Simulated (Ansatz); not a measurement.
# Single-point calculation of Y

Y (slab, 5 atoms in the cell), computed with DFT PBEsol, scalar-relativistic, plane waves, PAW, no spin polarisation (Ansatz 0.2.0).

The structure derives from an entry of the Crystallography Open Database. Figures and captions count atoms from 1; the log counts them from 0 in places.

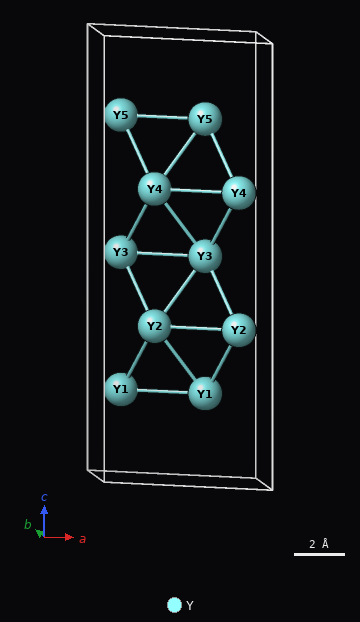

Fig. 1: The structure (ball-and-stick view of the 2 × 1 repeat of the cell, with the vacuum cut short, seen slightly off an axis; atoms are numbered from 1 in the order of the input). Near neighbours in the crystal (not all of them lie inside the picture): Y has 9 Y at 3.48 to 3.60 Å; Y has 12 Y at 3.48 to 3.60 Å.

## Key numbers

```json
{"quantity": "outcome", "value": "converged"}
{"quantity": "electrons treated", "value": "55"}
{"quantity": "free energy", "value": "−18973.8192 eV"}
{"quantity": "work function, top face", "value": "3.33 eV"}
{"quantity": "work function, bottom face", "value": "3.33 eV"}
{"quantity": "Fermi energy", "value": "3.803 eV"}
{"quantity": "gap on the k-point mesh", "value": "none (metallic)"}
{"quantity": "work function (upper face)", "value": "3.33 eV"}
{"quantity": "largest force (length of the vector)", "value": "0.193 eV/Å"}
{"quantity": "hardware", "value": "1 thread of Arm Neoverse V1, 24 GiB of memory available, shared host"}
{"quantity": "wall time", "value": "21 s"}
{"quantity": "peak memory", "value": "0.43 GiB"}
```

## Remarks

The program warns: the density in the vacuum is higher than it should be, so vacuum levels may be off; the exchange-correlation potential is rough where the density is thin.

## Input
```yaml
crystal:
  lattice:
    - [3.5978211078, 0.0, 0.0]
    - [-1.7989105539, 3.1158044777, 0.0]
    - [0.0, 0.0, 26.1691655147]
  atoms:
    - { symbol: "Y", position: [0.3333333333, 0.6666666667, 0.2865968346] }
    - { symbol: "Y", position: [0.6666666667, 0.3333333333, 0.3932984173] }
    - { symbol: "Y", position: [0.3333333333, 0.6666666667, 0.5] }
    - { symbol: "Y", position: [0.6666666667, 0.3333333333, 0.6067015827] }
    - { symbol: "Y", position: [0.3333333333, 0.6666666667, 0.7134031654] }
basis:
  ecutwfc: 420
kpoints:
  mp_grid: { grid: [12, 12, 1] }
hamiltonian:
  xc: pbesol
scf:
  occupations: { method: gaussian, width: 0.1 }
output:
  forces: true
  stress: true
  eigenvalues: true
  write_density: true
  write_potential: true
  elf: true
  volumetric_format: npy
efield:
  axis: 3
  dipole_correction: true
```

Launched with:
```bash
ansatz run input.yaml --threads 1 --pin off --max-ram 2560MiB --backend cpu --events-out ev --progress --plain --runs-dir out
```

## What the program printed
```
Engine: ansatz 0.2.0, aarch64-unknown-linux-gnu
Pseudopotentials: kind: paw
Pseudopotential: Y, paw, valence charge 11, recommended cutoff 420 eV (normal), Y.paw.azcp
Functional definition: PBEsol
  exchange = pbesol_x
  correlation = pbesol_c
Crystal: 5 atoms, lattice volume = 293.359 Å³
Basis set: ecut = 420 eV, 5619 PW (Γ), exchange–correlation on 50×50×360 points (8 copies of the dense FFT grid, shifted against one another)
Bands: 33, of which v1, the nominal top of the filled ones, is band 28 counted from 1 (27 counted from 0)
Symmetry: 6 space group operations
k-points: 19 of 144 (time reversal used)
Non-local potential: Y, projectors of the file, l = 0: 3, l = 1: 2, l = 2: 2, l = 3: 1
PAW form: soft (Blöchl's): semilocal exchange-correlation on the pseudo side does not see the compensation charge
PAW frozen core: Y, regenerated for the run's functional, and the local potential with it (the file was generated under x = pbe(κ = 0.804, μ = 0.2195149727645171), c = pbe(β = 0.06672455060314922))
PAW one-centre angular grid: Y, 590 points (default); XC on 64 Gauss nodes
Initial density: superposition of atomic densities (neutral atoms: chi_scale 0, normalization atom), corrected by the library's trained network
Initial wavefunctions: pseudopotential atomic-orbital guess
Functional: x = pbesol(κ = 0.804, μ = 0.12345679012345678), c = pbesol(β = 0.046)
SCF iter   1: F=—  HF=-18973.822107 eV  |F-HF|=—  |Δ(HF+E_count)|=         —  Δρ=2.90e-3  dr2=1.10e-1  ethr=1.77e-3  p=0.000 e·Å  D=7.84e-14 V/Å  ΔV_dip=-0.00 eV  dr2_dipole=1.69e-6  V_vac-E_F(+/−)=3.15/3.15 eV  ⟨swp⟩=8.4  Hψ=2991  notcnv=0
efield: sawtooth ramp at fractional position 0.9500 (placed from the atoms, in the widest stretch of the axis that holds none; the zero of the levels goes with the place), width 0.1000; the density the first Hamiltonian is built on has a dipole p = 0.000 e·Å; the dipole correction subtracts the counter field D = 7.84e-14 V/Å, which shifts the + side's vacuum level by -0.00 eV against the − side's; the planar-averaged density in the ramp window peaks in size at 2.0e-4 e/Å³
preconditioner: auto → LDOS  [metal: Δε(μ)=0.012 eV  Ē_g=1.859 eV  σ=0.100 eV  W_gap=0.07  n_scr=34 (ndim 8)  ℏωp=8.4 eV  f_vac=0.395  D(μ)=13.89/eV (n_scr^D=126)  β→1.0]
SCF iter   2: F=—  HF=-18973.819297 eV  |F-HF|=—  |Δ(HF+E_count)|=   2.81e-3  Δρ=8.87e-4  dr2=8.82e-3  ethr=2.00e-4  p=0.000 e·Å  D=1.84e-6 V/Å  ΔV_dip=-0.00 eV  dr2_dipole=1.31e-6  V_vac-E_F(+/−)=3.32/3.32 eV  ⟨swp⟩=1.4  Hψ=835  notcnv=0
SCF iter   3: F=—  HF=-18973.819322 eV  |F-HF|=—  |Δ(HF+E_count)|=   2.45e-5  Δρ=4.25e-4  dr2=1.96e-3  ethr=1.60e-5  p=0.000 e·Å  D=1.60e-6 V/Å  ΔV_dip=-0.00 eV  dr2_dipole=3.58e-8  V_vac-E_F(+/−)=3.33/3.33 eV  ⟨swp⟩=2.1  Hψ=990  notcnv=0
SCF iter   4: F=—  HF=-18973.819135 eV  |F-HF|=—  |Δ(HF+E_count)|=   1.87e-4  Δρ=1.28e-4  dr2=1.78e-4  ethr=3.56e-6  p=0.000 e·Å  D=2.16e-6 V/Å  ΔV_dip=-0.00 eV  dr2_dipole=6.15e-11  V_vac-E_F(+/−)=3.34/3.34 eV  ⟨swp⟩=2.0  Hψ=1004  notcnv=0
SCF iter   5: F=—  HF=-18973.819134 eV  |F-HF|=—  |Δ(HF+E_count)|=   6.60e-7  Δρ=3.67e-5  dr2=3.24e-5  ethr=3.23e-7  p=0.000 e·Å  D=1.27e-6 V/Å  ΔV_dip=-0.00 eV  dr2_dipole=2.25e-10  V_vac-E_F(+/−)=3.33/3.33 eV  ⟨swp⟩=2.5  Hψ=1009  notcnv=0
SCF iter   6: F=—  HF=-18973.819201 eV  |F-HF|=—  |Δ(HF+E_count)|=   6.67e-5  Δρ=1.27e-5  dr2=1.08e-6  ethr=5.90e-8  p=0.000 e·Å  D=7.92e-7 V/Å  ΔV_dip=-0.00 eV  dr2_dipole=1.09e-10  V_vac-E_F(+/−)=3.33/3.33 eV  ⟨swp⟩=1.0  Hψ=625  notcnv=0
SCF iter   7: F=—  HF=-18973.819201 eV  |F-HF|=—  |Δ(HF+E_count)|=   1.60e-7  Δρ=4.66e-6  dr2=3.72e-7  ethr=1.97e-9  p=0.000 e·Å  D=3.47e-7 V/Å  ΔV_dip=-0.00 eV  dr2_dipole=1.48e-12  V_vac-E_F(+/−)=3.33/3.33 eV  ⟨swp⟩=2.1  Hψ=738  notcnv=0
SCF iter   8: F=-18973.819201 eV  HF=-18973.819201 eV  |F-HF|=4.05e-8  |Δ(HF+E_count)|=   6.64e-9  Δρ=1.74e-6  dr2=5.57e-8  ethr=1.82e-10  p=0.000 e·Å  D=1.41e-7 V/Å  ΔV_dip=-0.00 eV  dr2_dipole=4.20e-12  V_vac-E_F(+/−)=3.33/3.33 eV  ⟨swp⟩=10.6  Hψ=4571  notcnv=0
WARN: efield: at this solve's end the planar-averaged density reaches 1.66e-5 e/Å³ inside the ramp window [0.9118, 0.0882] (bound 1e-5 e/Å³); the window's nearer edge stands 5.19 Å from this solve's nearest atom along the axis. Its work functions, free energy, forces, stress, dipole, levels and responses can be off, and this figure does not tell by how much. A short vacuum, a low `basis.ecutwfc` or `basis.ecutrho_ratio` and negative occupations (`scf.occupations.method`) can put density there. See the manual's quickstart, § The vacuum guard
SCF 1 converged in 8 iterations: F = -18973.819201 eV  dr2 = 5.57e-8
  greatest PAW one-centre occupation: 0.993 electrons in one spin orbital (limit 2), on the Y atom at site 2 (counted from 0), in its partial waves of l = 0
WARN: The output density's exchange-correlation potential varies sharply where the density is thin. Do not read a vacuum level from v_tot or v_xc, or from such a field of the output density. On a cell that repeats whose density bears no net charge and no dipole along the vacuum's axis use v_es (v_loc + v_h of the components); under efield.dipole_correction with no amplitude use v_es + v_field, which holds any external_charges[].barrier, or the levels of the report's work_function block, which leave it out; under a non-zero efield.amplitude the vacuum is tilted and has no level; on a cell that repeats and bears such a dipole with no correction it is tilted too, and efield.dipole_correction with no amplitude gives each side of its ramp a level where efield: is served; in a cell that repeats whose density bears a net charge (total_charge, or a fill off its count) it is curved and has none; of a slab under crystal.periodic whose density bears no net charge use v_es, which has a level on each side, short of where the two are joined; of another it falls or rises all the way out and has none; of a slab beside external_charges read slab_vacuum_level instead, which it has where they leave it neutral. The grid or the basis barely resolves most such structure, and the values can differ between equally converged runs; as a rule a tighter scf.convergence.dr2_threshold does not remove it. Where the density itself ripples (under the LDA too) a higher basis.ecutwfc lessens it. The files hold the spikes' plane waves up to the density's cutoff. Files: v_tot_of_output_density and the like, and their columns of v_z.tsv (output.write_potential); v_xc_of_output_density and the like, and their columns of v_comp_z.tsv (output.write_potential_components). Measured: with its Gaussian average of σ = 0.25 Å subtracted twice, the exchange-correlation potential is over 0.1 eV at 1875 of the grid points where the equally averaged density (valence and model cores) is under 1e-3 e/Å³, and 0.699 eV at the most among them, at an averaged density of 3.9e-7 e/Å³. The input density's (outcome.potential() and, of a run that writes arrays, v_tot and v_xc) is over 0.1 eV, so measured, at 445 points of its own thin density, 0.570 eV at the most. See output.write_potential in the manual, Limitations
SCF converged after 8 iterations
Free energy (F): -18973.819201 eV
Harris-Foulkes:  -18973.819201 eV  (|F-HF|=4.05e-8)
Internal energy: -18973.748974 eV  (E = F + TS)
E sigma→0 (E₀):  -18973.784087 eV
Entropy (-TS):   -0.070227 eV (-14.045 meV/atom)
Fermi energy:    3.803417 eV
Dipole field:    D = -0.000002 V/Å  (p = -0.000003 e·Å, saw-weighted, corrected)
Work function:   Φ+ = 3.3308 eV   Φ− = 3.3308 eV
Levels:          The Fermi level and band energies are counted from a zero that moves with the ramp; work functions are not
Vacuum region:   at the solve's end the planar-averaged density reaches 1.66e-5 e/Å³ inside the ramp window [0.9118, 0.0882] (bound 1e-5 e/Å³)
--- Per-component energies (eV) ---
  E_band       = -912.089868
  E_kinetic    = 1522.399836
  E_local      = -26895.563018  (includes V_loc(G=0)·N_el)
  E_nonlocal   = 259.689930
  E_hartree    = 12730.698789
  E_xc         = -855.253866
  E_vxc        = -986.461188  (∫ρ·V_xc dr)
  E_paw        = -13867.414783  (= ΣΔE_a)
  E_vpaw       = -273.576261  (= ΣTr[D̂ρ^β])
  E_aug_tail   = 0.000012  (compensation charges beyond the density's cutoff)
  E_efield     = 0.000000  (sawtooth field / dipole correction)
  E_vefield    = 0.000000  (∫n·V_field dr)
  E_ewald      = 8130.950262
  E_core_change = 0.743864  (= ΣΔE_core)
  E_smearing   = -0.070227  (= −TS)
  E_closure    = 0.000000  (closes the sum)
  Σ components = -18973.819201   (vs F -18973.819201, Δ=0.00e0)
--- Forces (eV/Å), atoms counted from 1 ---
  atom   1  Y      0.00000000    -0.00000000     0.14199951
  atom   2  Y      0.00000000     0.00000000    -0.19330099
  atom   3  Y     -0.00000000    -0.00000000     0.00000203
  atom   4  Y      0.00000000     0.00000000     0.19329674
  atom   5  Y     -0.00000000    -0.00000000    -0.14199671
  max |Σ_I F_I| component: 5.85e-7 eV/Å
--- Stress (GPa, compression-positive) ---
       -0.853746      -0.000000       0.000000
       -0.000000      -0.853746       0.000000
        0.000000       0.000000      -0.276973
  P = ⅓ Tr σ = -0.6615 GPa (-6.615 kbar)
--- Band table (eV; the first three rows and the last of 19) ---
  k-point 0: bands = ["-39.1305", "-39.1305", "-38.6149", "-38.4922", "-38.4827", "-19.2607", "-19.2535", "-18.9061", "-18.9061", "-18.9061", "-18.9061", "-18.8562", "-18.5423", "-18.4374", "-18.4374", "-18.3443", "-18.2971", "-18.2971", "-18.2860", "-18.2860", "-0.7294", "-0.2324", "0.4363", "1.2476", "1.7658", "3.9481", "3.9636", "4.7309", "4.7640", "5.2342", "5.3766", "5.3766", "5.3899"]
  k-point 1: bands = ["-39.1277", "-39.1277", "-38.6116", "-38.4894", "-38.4804", "-19.2540", "-19.2480", "-18.9387", "-18.9367", "-18.9129", "-18.9129", "-18.8463", "-18.5552", "-18.4511", "-18.4454", "-18.3608", "-18.3141", "-18.3106", "-18.3038", "-18.2914", "-0.5778", "-0.0857", "0.5792", "1.3894", "1.9107", "3.9619", "3.9749", "4.5808", "4.6042", "5.1529", "5.1817", "5.2149", "5.2880"]
  k-point 2: bands = ["-39.1200", "-39.1200", "-38.6024", "-38.4819", "-38.4743", "-19.2364", "-19.2331", "-19.0201", "-19.0180", "-18.9313", "-18.9313", "-18.8263", "-18.6113", "-18.4712", "-18.4672", "-18.4196", "-18.3861", "-18.3323", "-18.3219", "-18.3061", "-0.1463", "0.3274", "0.9750", "1.7743", "2.3000", "3.9078", "3.9423", "4.1746", "4.3729", "4.6675", "4.7504", "5.0333", "5.1166"]
  k-point 18: bands = ["-39.0831", "-39.0831", "-38.5578", "-38.4455", "-38.4454", "-19.2135", "-19.2124", "-19.1999", "-19.1998", "-19.1615", "-19.1600", "-18.8044", "-18.7637", "-18.7418", "-18.5884", "-18.5774", "-18.5459", "-18.4988", "-18.4320", "-18.4179", "3.0806", "3.1261", "3.2400", "3.2423", "3.2855", "3.3752", "3.3823", "3.7328", "3.8067", "4.1415", "4.2962", "4.3280", "4.3357"]
```

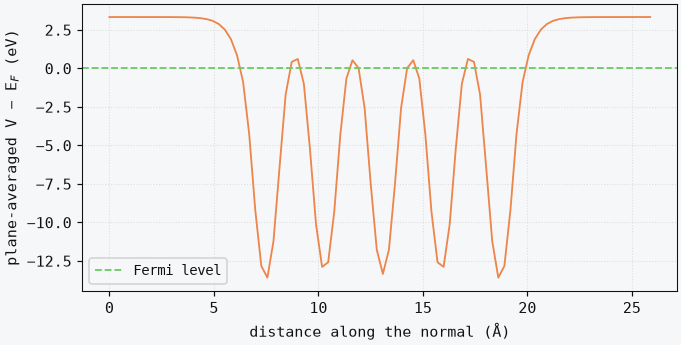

Fig. 2: Plane average of the electrostatic potential energy of an electron across the cell, from the Fermi level. The vacuum level lies 3.33 eV above the Fermi level.

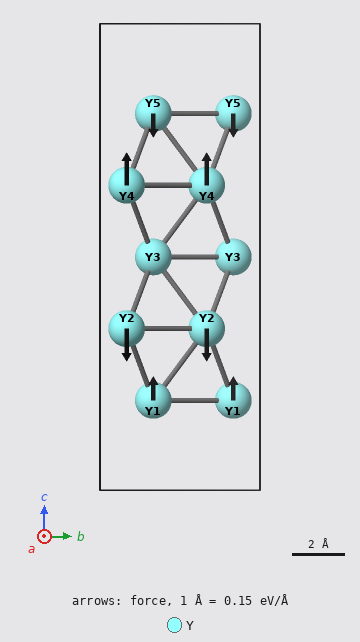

Fig. 3: Forces on the atoms as black arrows (ball-and-stick view of the 1 × 2 repeat of the cell, with the vacuum cut short, along the a axis; atoms are numbered from 1 in the order of the input). The largest act on Y2, Y4 (0.19 eV/Å); Y1, Y5 (0.14 eV/Å). The geometry is not a stationary point of this energy.

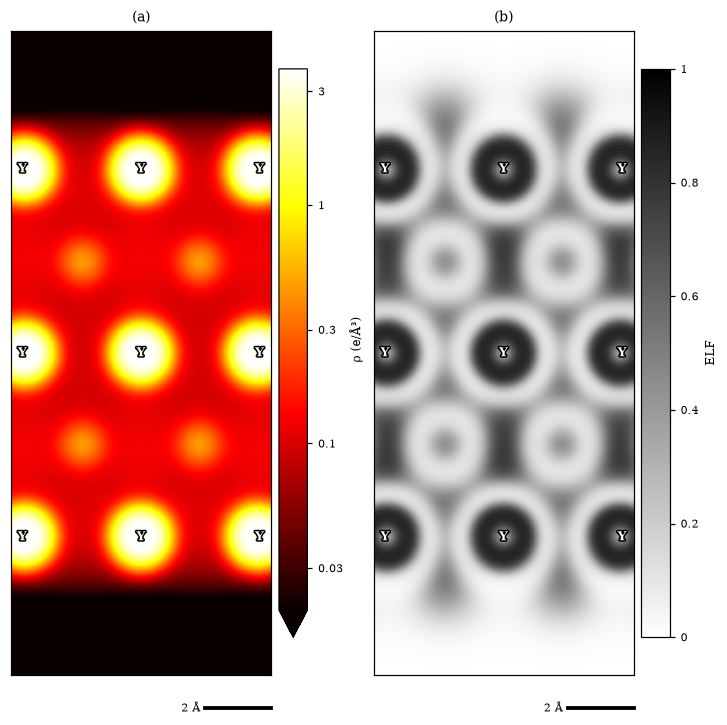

Fig. 4: (a) valence electron density; (b) ELF on the (100) plane of the calculation cell, a cut from vacuum to vacuum. The plane passes through Y nuclei. Y–Y (3.60 Å): the density is about 0.1 e/Å³ at the midpoint; the ELF is about 0.25 at the midpoint; no localised pair between them. The density dies away to nearly zero in the vacuum. The strong features right at Y lie inside the PAW spheres (semicore, d or f shells) and say nothing about bonding. The fields are those of the smooth PAW valence density.

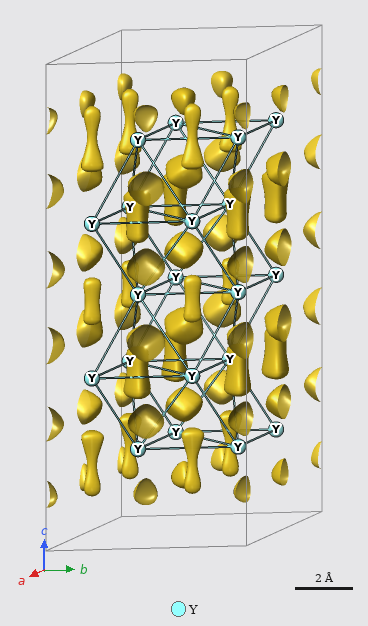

Fig. 5: Isosurface of the electron localisation function at 0.6 (yellow), seen slightly off an axis. Core shells and regions of very low density are left out. Sticks mark near contacts. Counts are for one cell; the picture repeats the cell along the surface.  Values along the shortest contacts: Y–Y (3.48 Å): the ELF is about 0.20 at the midpoint (no localised pair between them). Y–Y (3.60 Å): the ELF is about 0.25 at the midpoint (no shared electron pair).

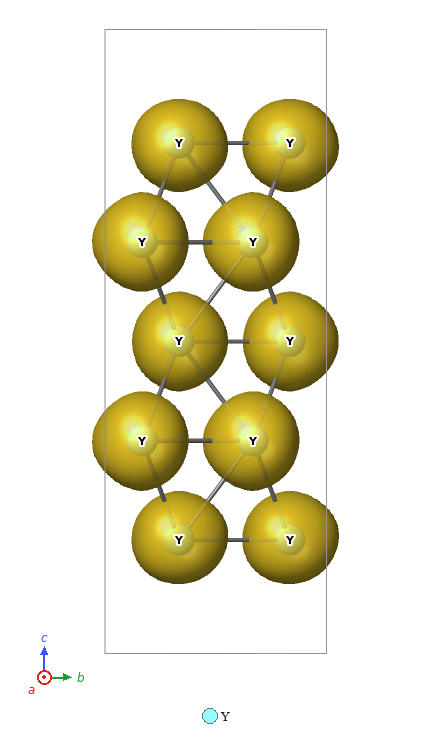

Fig. 6: Isosurface of the valence electron density at 0.15 e/Å³ (yellow), seen along the a axis. Sticks mark near contacts. At this value the density breaks into separate islands; it holds about 80 % of the electrons treated as valence (semicore included). It is pinched off along the Y–Y (3.48 Å) and Y–Y (3.60 Å) contacts. On the grid the lowest density along these lines, outside the cores, is 0.11 e/Å³ (Y–Y, 3.48 Å) and 0.1 e/Å³ (Y–Y, 3.60 Å).
